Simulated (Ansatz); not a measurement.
## Two runs on Mg₃O₂

System: Mg₃O₂ (R-3c, 10 atoms in the cell).
Method of run 1: DFT PBE, scalar-relativistic, plane waves, PAW, spin-polarised (Ansatz 0.2.0).

The structure was made by swapping elements on the sites of another compound; it need not be a known phase. Text and figures count atoms from 1; the logs count them from 0 in places.

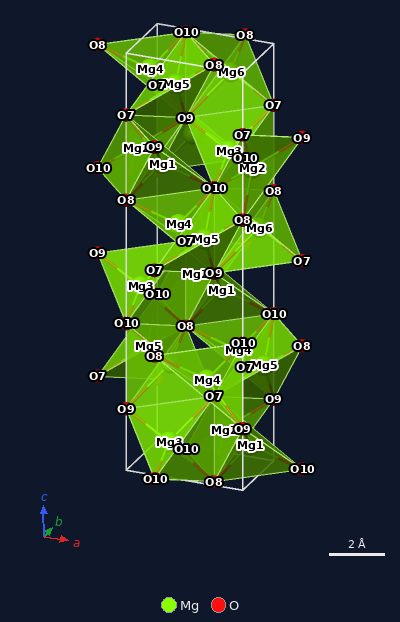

**Figure 1.** The structure (polyhedral view of the cell 3 times as large as that of the calculation, set on its symmetry axes, seen slightly off an axis; polyhedra are completed across the faces of the cell; atoms are numbered from 1 in the order of the input).

**The input, run 1**
```yaml
crystal:
  lattice:
    - [2.8415886566, 1.6405919758, 5.1721180781]
    - [-2.8415886566, 1.6405919758, 5.1721180781]
    - [0.0, -3.2811839517, 5.1721180781]
  atoms:
    - { symbol: Mg, position: [0.05625, 0.44375, 0.75] }
    - { symbol: Mg, position: [0.75, 0.05625, 0.44375] }
    - { symbol: Mg, position: [0.44375, 0.75, 0.05625] }
    - { symbol: Mg, position: [0.94375, 0.55625, 0.25] }
    - { symbol: Mg, position: [0.25, 0.94375, 0.55625] }
    - { symbol: Mg, position: [0.55625, 0.25, 0.94375] }
    - { symbol: O, position: [0.85218, 0.85218, 0.85218], spin: 1.0 }
    - { symbol: O, position: [0.64782, 0.64782, 0.64782], spin: 1.0 }
    - { symbol: O, position: [0.14782, 0.14782, 0.14782], spin: 1.0 }
    - { symbol: O, position: [0.35218, 0.35218, 0.35218], spin: 1.0 }
basis:
  ecutwfc: 420
kpoints:
  mp_grid: { grid: [6, 6, 6] }
hamiltonian:
  xc: pbe
scf:
  occupations: { method: gaussian, width: 0.1 }
  lower_state_search: "off"
output:
  forces: true
  stress: true
  eigenvalues: true
  populations: true
magnetization:
  spin_polarized: true
```

Launched with:
```bash
ansatz run input.yaml --threads 1 --pin off --max-ram 2560MiB --backend cpu --events-out ev --progress --plain --runs-dir out
```

Hardware: 1 thread of Intel Xeon @ 2.50GHz (Skylake/Cascade Lake), 192 GiB of memory available, shared host.

**Output, shortened to warnings, some set-up lines, iterations and results (run 1)**
```
WARN: the starting moments were not kept: the SCF closed with an absolute magnetisation of 7.9e-6 μB, where they sum to 4 μB in size (4 sites). That is at most 0.1 of that sum. Measured as dr2_m measures the in/out step, that magnetisation stands 2.7e-12 eV from none, at or under the dr2_threshold of 1.0e-7 eV: it is no larger than a step whose dr2_m would equal this threshold. The system may …
Basis set: ecut = 420 eV, 2849 PW (Γ), exchange–correlation on 90×90×90 points (8 copies of the dense FFT grid, shifted against one another)
Symmetry: 12 space group operations
k-points: 32 of 216
Initial density: superposition of atomic densities (chi_scale 0.1, normalization cell, long waves kept (reshape's long-wave potential 0.02 eV rms))
[...]
SCF iter   1: F=—  HF=-13818.167802 eV  |F-HF|=—  |Δ(HF+E_count)|=         —  Δρ=7.04e-2 (↑7.04e-2 ↓3.12e-2)  dr2=5.53e0  dr2_m=1.98e0  M=0.571 μB ∫|m|=1.083 μB  β_m=0.30  …
SCF iter   2: F=—  HF=-13817.637713 eV  |F-HF|=—  |Δ(HF+E_count)|=   5.30e-1  Δρ=4.25e-2 (↑4.25e-2 ↓2.91e-2)  dr2=1.38e0  dr2_m=1.23e0  M=0.387 μB ∫|m|=0.830 μB  β_m=0.30  …
SCF iter   3: F=—  HF=-13817.770210 eV  |F-HF|=—  |Δ(HF+E_count)|=   1.32e-1  Δρ=2.69e-2 (↑2.41e-2 ↓2.69e-2)  dr2=4.23e-1  dr2_m=7.39e-1  M=0.290 μB ∫|m|=0.663 μB  β_m=0.30  …
SCF iter   4: F=—  HF=-13817.934314 eV  |F-HF|=—  |Δ(HF+E_count)|=   1.64e-1  Δρ=1.85e-2 (↑1.84e-2 ↓1.85e-2)  dr2=3.18e-2  dr2_m=4.41e-1  M=0.224 μB ∫|m|=0.533 μB  β_m=0.30  …
SCF iter   5: F=—  HF=-13818.020091 eV  |F-HF|=—  |Δ(HF+E_count)|=   8.58e-2  Δρ=1.43e-2 (↑1.43e-2 ↓1.41e-2)  dr2=1.86e-2  dr2_m=2.63e-1  M=0.177 μB ∫|m|=0.432 μB  β_m=0.30  …
[... 7 lines ...]
SCF iter  13: F=-13818.148070 eV  HF=-13818.148070 eV  |F-HF|=8.93e-9  |Δ(HF+E_count)|=   3.08e-6  Δρ=2.62e-6 (↑2.62e-6 ↓2.43e-6)  dr2=2.49e-8  dr2_m=4.18e-9  M=0.000 μB …
SCF iter  14: F=-13818.148070 eV  HF=-13818.148070 eV  |F-HF|=2.23e-9  |Δ(HF+E_count)|=   5.92e-9  Δρ=9.17e-7 (↑9.17e-7 ↓7.51e-7)  dr2=2.03e-9  dr2_m=6.45e-10  M=-0.000 μB …
SCF iter  15: F=-13818.148070 eV  HF=-13818.148070 eV  |F-HF|=2.87e-10  |Δ(HF+E_count)|=   3.71e-9  Δρ=3.47e-7 (↑3.47e-7 ↓2.85e-7)  dr2=3.95e-10  dr2_m=8.58e-11  M=-0.000 μB …
SCF iter  16: F=-13818.148070 eV  HF=-13818.148070 eV  |F-HF|=2.18e-11  |Δ(HF+E_count)|=  6.71e-10  Δρ=7.81e-8 (↑6.15e-8 ↓7.81e-8)  dr2=1.34e-11  dr2_m=4.71e-12  M=-0.000 μB …
SCF 1 converged in 16 iterations: F = -13818.148070 eV  dr2 = 1.34e-11
SCF converged after 16 iterations
Magnetization: -0.0000 μB (42.0000 up, 42.0000 down)
Absolute magnetization: 0.0000 μB (∫|ρ↑−ρ↓|, with the PAW one-centre terms)
Spin contamination: 0.0000 ħ² per cell (⟨S²⟩ above its minimum at these occupations)
Per-site moments (μB) at R_I (Å): [(-5.327211267971976e-8, 0.9135914830020111), (-5.327211268468146e-8, 0.9135914830020109), (-5.327211262073235e-8, 0.9135914830020111), (-5.327211267434147e-8, 0.9135914830020109), (-5.327211267169678e-8, 0.9135914830020105), (-5.32721126949858e-8, …
Free energy (F): -13818.148070 eV
Harris-Foulkes:  -13818.148070 eV  (|F-HF|=2.18e-11)
Internal energy: -13818.135119 eV  (E = F + TS)
E sigma→0 (E₀):  -13818.141594 eV
Entropy (-TS):   -0.012951 eV (-1.295 meV/atom)
Fermi energy:    8.211068 eV
--- Per-component energies (eV) ---
  E_band       = -2109.675890
  E_kinetic    = 1151.326804
  E_local      = -10677.824906  (includes V_loc(G=0)·N_el)
  E_nonlocal   = 762.261131
  E_hartree    = 3784.590094
  E_xc         = -470.368272
  E_vxc        = -602.685927  (∫ρ·V_xc dr)
  E_paw        = -2385.832717  (= ΣΔE_a)
  E_vpaw       = -311.942675  (= ΣTr[D̂ρ^β])
  E_aug_tail   = 0.009422  (compensation charges beyond the density's cutoff)
  E_ewald      = -5982.296675
  E_smearing   = -0.012951  (= −TS)
  E_closure    = 0.000000  (closes the sum)
  Σ components = -13818.148070   (vs F -13818.148070, Δ=0.00e0)
--- Forces (eV/Å), atoms counted from 1 ---
  atom   1  Mg     0.56588547     0.00000000     0.00000000
  atom   2  Mg    -0.28294273     0.49007119     0.00000000
  atom   3  Mg    -0.28294273    -0.49007119    -0.00000000
  atom   4  Mg    -0.56588547     0.00000000     0.00000000
  atom   5  Mg     0.28294273    -0.49007119    -0.00000000
  atom   6  Mg     0.28294273     0.49007119     0.00000000
  atom   7  O     -0.00000000     0.00000000    -1.12598311
  atom   8  O     -0.00000000    -0.00000000     1.12598311
  atom   9  O      0.00000000    -0.00000000     1.12598311
  atom  10  O      0.00000000     0.00000000    -1.12598311
  max |Σ_I F_I| component: 1.11e-16 eV/Å
--- Stress (GPa, compression-positive) ---
       -7.986833       0.000000       0.000000
        0.000000      -7.986833      -0.000000
       -0.000000      -0.000000      -4.017751
  P = ⅓ Tr σ = -6.6638 GPa (-66.638 kbar)
--- Löwdin populations: 10 sites ---
  site symbol       q [e]    m [muB]
     0     Mg      8.8439    -0.0000
     1     Mg      8.8439    -0.0000
     2     Mg      8.8439    -0.0000
     3     Mg      8.8439    -0.0000
[...]
```

The input of run 2 differs as follows (lines with − go, lines with + come):
```diff
-    - { symbol: O, position: [0.85218, 0.85218, 0.85218], spin: 1.0 }
-    - { symbol: O, position: [0.64782, 0.64782, 0.64782], spin: 1.0 }
-    - { symbol: O, position: [0.14782, 0.14782, 0.14782], spin: 1.0 }
-    - { symbol: O, position: [0.35218, 0.35218, 0.35218], spin: 1.0 }
+    - { symbol: O, position: [0.85218, 0.85218, 0.85218] }
+    - { symbol: O, position: [0.64782, 0.64782, 0.64782] }
+    - { symbol: O, position: [0.14782, 0.14782, 0.14782] }
+    - { symbol: O, position: [0.35218, 0.35218, 0.35218] }
-  populations: true
-magnetization:
-  spin_polarized: true
```

How does run 2 compare with run 1?

The energy is the same within 0.01 meV per atom. The SCF takes 7 iterations against 16. On the same kind of shared host run 2 took about 0.19 times as long. The two runs start from different initial densities, which also moves the count.

**Output, shortened to warnings, some set-up lines, iterations and results (run 2)**
```
Basis set: ecut = 420 eV, 2849 PW (Γ), exchange–correlation on 90×90×90 points (8 copies of the dense FFT grid, shifted against one another)
Symmetry: 12 space group operations
k-points: 32 of 216
Initial density: superposition of atomic densities (neutral atoms: chi_scale 0, normalization atom), corrected by the library's trained network
[...]
SCF iter   1: F=—  HF=-13818.150743 eV  |F-HF|=—  |Δ(HF+E_count)|=         —  Δρ=3.60e-3  dr2=1.86e-2  ethr=1.77e-3  ⟨swp⟩=8.2  Hψ=7520  notcnv=0  defer=4
SCF iter   2: F=—  HF=-13818.149223 eV  |F-HF|=—  |Δ(HF+E_count)|=   1.52e-3  Δρ=1.97e-3  dr2=8.20e-3  ethr=2.21e-5  ⟨swp⟩=1.1  Hψ=1924  notcnv=0  defer=6
SCF iter   3: F=—  HF=-13818.148181 eV  |F-HF|=—  |Δ(HF+E_count)|=   1.04e-3  Δρ=4.96e-4  dr2=7.83e-4  ethr=9.76e-6  ⟨swp⟩=2.0  Hψ=1999  notcnv=0  defer=6
SCF iter   4: F=—  HF=-13818.147957 eV  |F-HF|=—  |Δ(HF+E_count)|=   2.24e-4  Δρ=1.10e-4  dr2=1.18e-5  ethr=9.32e-7  ⟨swp⟩=2.0  Hψ=2018  notcnv=0  defer=6
SCF iter   5: F=—  HF=-13818.148070 eV  |F-HF|=—  |Δ(HF+E_count)|=   1.13e-4  Δρ=3.67e-5  dr2=2.12e-6  ethr=1.40e-8  ⟨swp⟩=2.0  Hψ=2795  notcnv=0  defer=6
SCF iter   6: F=—  HF=-13818.148070 eV  |F-HF|=—  |Δ(HF+E_count)|=   1.39e-8  Δρ=1.05e-5  dr2=3.56e-7  ethr=2.53e-9  ⟨swp⟩=3.0  Hψ=2978  notcnv=0  defer=6
SCF iter   7: F=-13818.148070 eV  HF=-13818.148070 eV  |F-HF|=5.66e-10  |Δ(HF+E_count)|=   6.80e-8  Δρ=2.72e-6  dr2=1.16e-8  ethr=1.19e-10  ⟨swp⟩=9.1  Hψ=6557  notcnv=0
SCF 1 converged in 7 iterations: F = -13818.148070 eV  dr2 = 1.16e-8
SCF converged after 7 iterations
Free energy (F): -13818.148070 eV
Harris-Foulkes:  -13818.148070 eV  (|F-HF|=5.66e-10)
Internal energy: -13818.135119 eV  (E = F + TS)
E sigma→0 (E₀):  -13818.141594 eV
Entropy (-TS):   -0.012951 eV (-1.295 meV/atom)
Fermi energy:    8.211078 eV
--- Per-component energies (eV) ---
  E_band       = -2109.676186
  E_kinetic    = 1151.325997
  E_local      = -10677.824039  (includes V_loc(G=0)·N_el)
  E_nonlocal   = 762.261022
  E_hartree    = 3784.589529
  E_xc         = -470.368112
  E_vxc        = -602.685725  (∫ρ·V_xc dr)
  E_paw        = -2385.832263  (= ΣΔE_a)
  E_vpaw       = -311.943495  (= ΣTr[D̂ρ^β])
  E_aug_tail   = 0.009422  (compensation charges beyond the density's cutoff)
  E_ewald      = -5982.296675
  E_smearing   = -0.012951  (= −TS)
  E_closure    = -0.000000  (closes the sum)
  Σ components = -13818.148070   (vs F -13818.148070, Δ=0.00e0)
--- Forces (eV/Å), atoms counted from 1 ---
  atom   1  Mg     0.56590068     0.00000000     0.00000000
  atom   2  Mg    -0.28295034     0.49008436     0.00000000
  atom   3  Mg    -0.28295034    -0.49008436    -0.00000000
  atom   4  Mg    -0.56590068     0.00000000     0.00000000
  atom   5  Mg     0.28295034    -0.49008436    -0.00000000
  atom   6  Mg     0.28295034     0.49008436     0.00000000
  atom   7  O     -0.00000000     0.00000000    -1.12597869
  atom   8  O      0.00000000    -0.00000000     1.12597869
  atom   9  O     -0.00000000    -0.00000000     1.12597869
  atom  10  O     -0.00000000     0.00000000    -1.12597869
  max |Σ_I F_I| component: 4.44e-16 eV/Å
--- Stress (GPa, compression-positive) ---
       -7.986791      -0.000000       0.000000
        0.000000      -7.986791      -0.000000
        0.000000      -0.000000      -4.017701
  P = ⅓ Tr σ = -6.6638 GPa (-66.638 kbar)
```

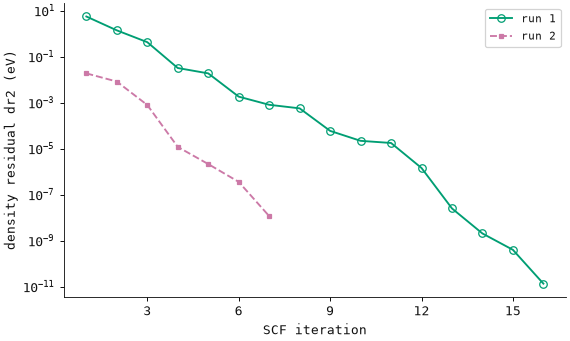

**Figure 2.** Convergence of the two runs: density residual dr2 against the SCF iteration. Run 1 takes 16 iterations in all, and run 2 takes 7.

**The two runs side by side**

```tsv
quantity	run 1	run 2
outcome	converged	converged
free energy per atom (eV)	−1381.8148	−1381.8148
energy per atom, smearing taken to zero (eV)	−1381.8142	−1381.8142
gap on the mesh (eV)	0.00	0.00
net moment of the cell (μB)	0.00	–
absolute moment of the cell (μB)	0.00	–
pressure (GPa)	−6.66	−6.66
largest force (eV/Å)	1.126	1.126
SCF iterations	16	7
irreducible k-points	32	32
plane waves at Γ	2849	2849
wall time (shared host)	64 s	12 s
```

For both runs: The cell is under a tension of 6.7 GPa at this level, so it is not at its equilibrium volume. For run 1: Warnings: some starting moments were not kept.
